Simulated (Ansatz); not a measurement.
## Single-point calculation of GaN (part 2 of 2)

The same run, continued: GaN (slab, 24 atoms in the cell); DFT PBE+D3(BJ), scalar-relativistic, plane waves, PAW, no spin polarisation (Ansatz 0.2.0); cutoff 420 eV, 3×3×1 k-mesh, Gaussian smearing of 0.05 eV. The structure derives from an entry of the Crystallography Open Database. It belongs to a series of runs on one base structure; here: the slab at its places in the relaxed adsorbed structure.

Log, continued
```
  k-point 1: bands = ["-16.1706", "-15.9470", "-15.8131", "-15.7270", "-15.6848", "-15.4963", "-15.4855", "-15.3151", "-15.2758", "-15.1759", "-14.7012", "-14.6545", "-14.3926", "-14.3597", "-14.3570", "-14.3526", "-14.3443", "-14.3264", "-14.3206", "-14.2868", "-14.2438", "-14.2129", "-14.2030", "-14.2000", "-14.1979", "-14.1795", "-14.0257", "-14.0123", "-14.0062", "-13.9982", "-13.9821", "-13.9578", "-13.9553", "-13.9173", "-13.9146", "-13.8569", "-13.8412", "-13.8286", "-13.8171", "-13.8127", "-13.8113", "-13.8076", "-13.7625", "-13.7343", "-13.7180", "-13.6989", "-13.5781", "-13.5584", "-13.4760", "-13.4466", "-13.4435", "-13.3860", "-13.3608", "-13.3584", "-13.2878", "-13.2804", "-13.2710", "-13.2672", "-13.2315", "-13.1896", "-13.1453", "-13.1401", "-12.9623", "-12.6309", "-12.5606", "-12.4937", "-12.2883", "-12.1044", "-12.0961", "-11.8636", "-11.6379", "-11.3743", "-6.9507", "-6.8928", "-6.6901", "-6.5917", "-6.5608", "-6.1895", "-5.8444", "-5.7660", "-5.6571", "-5.3331", "-3.8864", "-3.6908", "-3.5129", "-3.3598", "-3.2051", "-3.1881", "-3.1553", "-2.7521", "-2.7283", "-2.5973", "-2.4856", "-2.3123", "-2.2969", "-2.0894", "-1.9730", "-1.8995", "-1.7645", "-1.6951", "-1.5440", "-1.4494", "-0.8362", "-0.8280", "-0.7527", "-0.3457", "-0.2818", "-0.2680", "1.4056", "1.7965", "2.4498", "2.7676", "3.7455", "4.1116", "4.2545", "4.4152", "4.4479", "4.6213", "4.9673", "5.1379", "5.2693", "5.2872", "5.7556", "5.8303", "5.8861", "5.9078", "6.4636", "6.8550", "6.9300", "7.0045", "7.1190", "7.1466"]
  k-point 2: bands = ["-16.2133", "-15.9599", "-15.9464", "-15.8210", "-15.6578", "-15.5526", "-15.4224", "-15.3687", "-15.2690", "-15.2188", "-14.7430", "-14.7048", "-14.4093", "-14.3861", "-14.3830", "-14.3797", "-14.3060", "-14.2830", "-14.2789", "-14.2599", "-14.2487", "-14.2406", "-14.2238", "-14.2235", "-14.1569", "-14.1096", "-14.0608", "-14.0390", "-14.0369", "-13.9844", "-13.9589", "-13.9390", "-13.9315", "-13.9116", "-13.9013", "-13.8678", "-13.8562", "-13.8410", "-13.8229", "-13.7917", "-13.7904", "-13.7766", "-13.7707", "-13.7480", "-13.7427", "-13.7034", "-13.6958", "-13.5957", "-13.5670", "-13.4860", "-13.4505", "-13.4268", "-13.3512", "-13.3416", "-13.3167", "-13.3004", "-13.2907", "-13.2306", "-13.2144", "-13.1974", "-13.1761", "-13.1596", "-13.1338", "-12.8500", "-12.4872", "-12.1214", "-12.0826", "-11.8231", "-11.6720", "-11.5344", "-11.3854", "-11.3393", "-7.0034", "-6.4280", "-6.2682", "-6.2470", "-6.2154", "-5.9716", "-5.4970", "-5.2954", "-5.0153", "-4.8514", "-4.7278", "-4.7114", "-4.2520", "-4.2150", "-4.0491", "-3.8241", "-3.6215", "-3.4245", "-3.2768", "-3.0950", "-2.9286", "-2.6689", "-2.3459", "-2.1615", "-2.1164", "-2.0041", "-1.7799", "-1.6375", "-1.4305", "-1.3849", "-1.0249", "-0.9770", "-0.7732", "-0.6692", "-0.4189", "-0.2524", "1.3064", "1.7347", "2.2934", "2.8847", "3.9539", "4.4749", "4.9945", "5.0208", "5.1769", "5.3313", "5.5106", "5.5310", "5.8602", "5.8748", "5.9708", "6.1545", "6.2142", "6.3192", "6.3929", "6.4373", "6.6627", "6.8704", "6.8821", "7.0986"]
  k-point 4: bands = ["-16.0603", "-15.8798", "-15.8748", "-15.7649", "-15.6276", "-15.5324", "-15.4340", "-15.3487", "-15.2465", "-15.1955", "-14.6840", "-14.6618", "-14.4095", "-14.3836", "-14.3833", "-14.3774", "-14.3163", "-14.2895", "-14.2782", "-14.2641", "-14.2526", "-14.2390", "-14.2291", "-14.2241", "-14.1505", "-14.1064", "-14.0495", "-14.0334", "-14.0239", "-13.9950", "-13.9550", "-13.9481", "-13.9350", "-13.9040", "-13.8869", "-13.8847", "-13.8603", "-13.8458", "-13.8313", "-13.8051", "-13.7999", "-13.7736", "-13.7670", "-13.7537", "-13.7357", "-13.6612", "-13.6268", "-13.5490", "-13.5217", "-13.4717", "-13.4496", "-13.4103", "-13.3452", "-13.3387", "-13.3104", "-13.3005", "-13.2947", "-13.2153", "-13.1924", "-13.1745", "-13.1653", "-13.0991", "-13.0693", "-12.7983", "-12.7289", "-12.5054", "-12.3503", "-12.2133", "-12.0988", "-11.7263", "-11.7190", "-11.4875", "-6.5616", "-6.4170", "-6.3955", "-6.1737", "-5.9020", "-5.8307", "-5.6793", "-5.5811", "-5.3944", "-4.9435", "-4.4861", "-4.2786", "-3.6859", "-3.6203", "-3.5612", "-3.5205", "-3.1986", "-3.0269", "-2.9442", "-2.7971", "-2.7304", "-2.7173", "-2.4310", "-2.3438", "-2.0218", "-1.8735", "-1.8007", "-1.6498", "-1.6358", "-1.5556", "-1.4139", "-1.0903", "-0.7599", "-0.6415", "-0.2857", "-0.2838", "1.5634", "1.7345", "2.7153", "2.8964", "4.1846", "4.2391", "4.7502", "4.8340", "5.0376", "5.3457", "5.3787", "5.6131", "5.6525", "5.9552", "6.0982", "6.2446", "6.3006", "6.4160", "6.6482", "6.6506", "6.8721", "6.8922", "7.0085", "7.1688"]
```

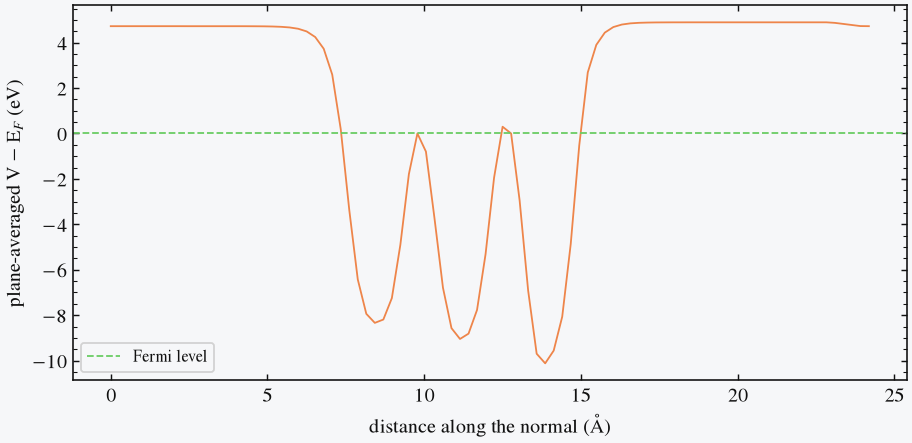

Fig. 1: Plane average of the electrostatic potential energy of an electron across the cell, from the Fermi level. The vacuum level lies 4.89 eV above the Fermi level on the upper side and 4.72 eV on the lower.

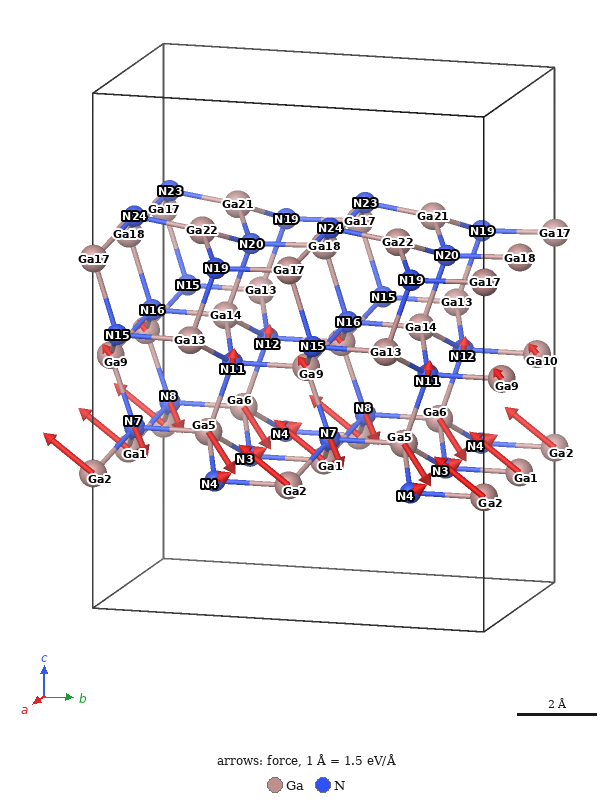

Fig. 2: Forces on the atoms as red arrows (ball-and-stick view of the 1 × 2 repeat of the cell, with the vacuum cut short, seen slightly off an axis; atoms are numbered from 1 in the order of the input); the smallest are left out. The largest act on Ga1, Ga2 (2.49 eV/Å); Ga5, Ga6 (1.95 eV/Å); N8 (1.30 eV/Å); N7 (1.29 eV/Å), among others. The geometry is not a stationary point of this energy.

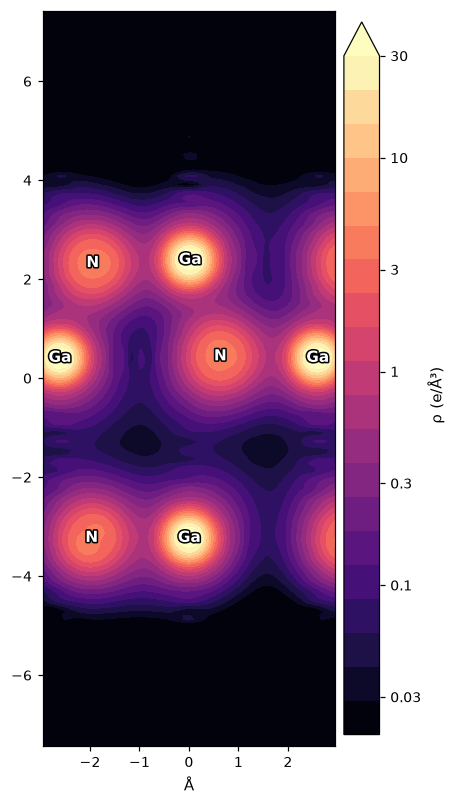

Fig. 3: Valence pseudo-density on the (100) plane of the calculation cell, a cut from vacuum to vacuum. Atoms in the plane: Ga and N. Ga–N (1.96 Å): the density is about 0.74 e/Å³ at the midpoint. Ga–N (2.03 Å): ρ at the midpoint is about 0.63 e/Å³. The density dies away to nearly zero in the vacuum. Core electrons are frozen (PAW), so the fields are smoothed inside the atomic spheres.

This output came from the following input.

Input
```yaml
crystal:
  lattice:
    - [6.3931260417, 0.0, 0.0]
    - [0.0, 5.2085710379, 0.0]
    - [0.0, 0.0, 24.459377822]
  atoms:
    - { symbol: Ga, position: [0.5, 0.000811033, 0.3270729148] }
    - { symbol: Ga, position: [0.0, 0.000811033, 0.3270729148] }
    - { symbol: "N", position: [0.5, 0.624188967, 0.3270729148] }
    - { symbol: "N", position: [0.0, 0.624188967, 0.3270729148] }
    - { symbol: Ga, position: [0.75, 0.500811033, 0.364799478] }
    - { symbol: Ga, position: [0.25, 0.500811033, 0.364799478] }
    - { symbol: "N", position: [0.75, 0.124188967, 0.364799478] }
    - { symbol: "N", position: [0.25, 0.124188967, 0.364799478] }
    - { symbol: Ga, position: [0.75, 0.000811033, 0.4402526041] }
    - { symbol: Ga, position: [0.25, 0.000811033, 0.4402526041] }
    - { symbol: "N", position: [0.75, 0.624188967, 0.4402526041] }
    - { symbol: "N", position: [0.25, 0.624188967, 0.4402526041] }
    - { symbol: Ga, position: [0.0001617072, 0.4988470627, 0.4758050143] }
    - { symbol: Ga, position: [0.4998231232, 0.498851709, 0.4758092501] }
    - { symbol: "N", position: [0.0001130609, 0.1231793994, 0.477000115] }
    - { symbol: "N", position: [0.4998637022, 0.1231681593, 0.4770073798] }
    - { symbol: Ga, position: [0.0001261549, 0.0040498086, 0.5566731927] }
    - { symbol: Ga, position: [0.4997279482, 0.0040268529, 0.5566767232] }
    - { symbol: "N", position: [0.0004235042, 0.6282793502, 0.5541181765] }
    - { symbol: "N", position: [0.4994938275, 0.6282600213, 0.5541126857] }
    - { symbol: Ga, position: [0.2499514155, 0.4703478235, 0.5808254263] }
    - { symbol: Ga, position: [0.749967777, 0.4694113553, 0.5794812962] }
    - { symbol: "N", position: [0.2499106604, 0.1216936862, 0.5908538216] }
    - { symbol: "N", position: [0.7499272157, 0.1223694112, 0.5902584545] }
basis:
  ecutwfc: 420
kpoints:
  mp_grid: { grid: [3, 3, 1] }
hamiltonian:
  xc: pbe
  dispersion: d3bj
scf:
  occupations: { method: gaussian, width: 0.05 }
output:
  forces: true
  eigenvalues: true
  write_density: true
  volumetric_format: npy
efield:
  axis: 3
  dipole_correction: true
  ramp_width: 0.04
```

Launch command:
```bash
ansatz run input.yaml --threads 4 --pin off --max-ram 10240MiB --backend cpu --events-out ev --progress --plain --runs-dir out
```

Key numbers

```csv
quantity,value
outcome,converged
electrons treated,216
free energy,−50011.9287 eV
"work function, top face",4.89 eV
"work function, bottom face",4.72 eV
Fermi energy,0.312 eV
gap on the k-point mesh,0.69 eV
work function (upper face),4.89 eV
largest force (length of the vector),2.494 eV/Å
hardware,"4 threads of Intel Xeon @ 2.50GHz (Skylake/Cascade Lake), 192 GiB of memory available, shared host"
wall time,32 s (CPU time 2 min)
peak memory,2.3 GiB
```
